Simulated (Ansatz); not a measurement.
```
Li Nb O
1.0
     3.95577    0.00000    0.00000
     0.00000    3.95577    0.00000
     0.00000    0.00000    3.95577
Li Nb O
1 1 3
Direct
  0.00000 0.00000 0.00000
  0.50000 0.50000 0.50000
  0.50000 0.00000 0.50000
  0.50000 0.50000 0.00000
  0.00000 0.50000 0.50000
```

Space group Pm-3m; a structure generated by program, which may or may not match a known phase.

Computed with DFT PBE, scalar-relativistic, plane waves, PAW in Ansatz 0.2.0.

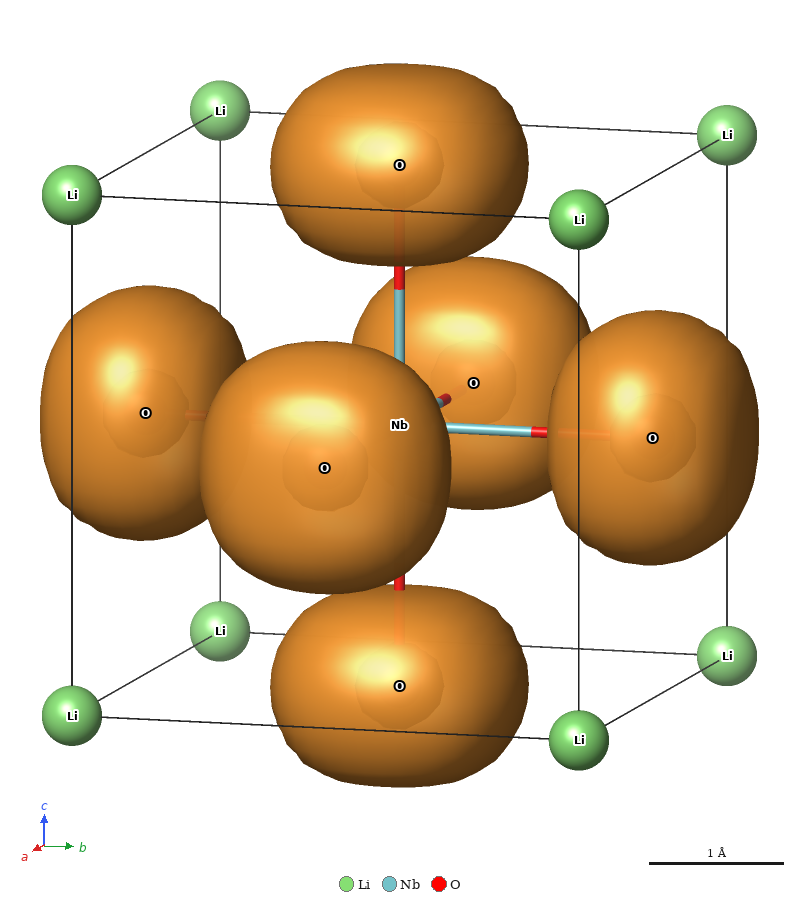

LiNbO3. Isosurface of the electron localisation function at 0.65 (orange), seen slightly off an axis. Core shells and regions of very low density are left out. Sticks mark near contacts.

Core electrons are frozen (PAW), and the valence fields are smoothed inside the atomic spheres.

What do the ELF domains correspond to?

The surface consists of three regions wrapped around O (the valence shell of each), counted in one cell of 5 atoms. Regions shared between cells count once. Along the contacts the grid gives the following. Nb–O (1.98 Å): the ELF peaks at about 0.85 in the valence shell of O, 0.6 Å from its nucleus, and drops to about 0.25 between the two atoms; no shared electron pair shows on this line. Li–O (2.80 Å): the ELF is about 0.20 at the midpoint and 0 at its lowest between the atoms; no localised pair shows between them.

Does the calculation give a band gap?

It is gapped, with a Kohn–Sham gap of 1.7 eV on the k-point mesh, an upper bound to the gap of this method.
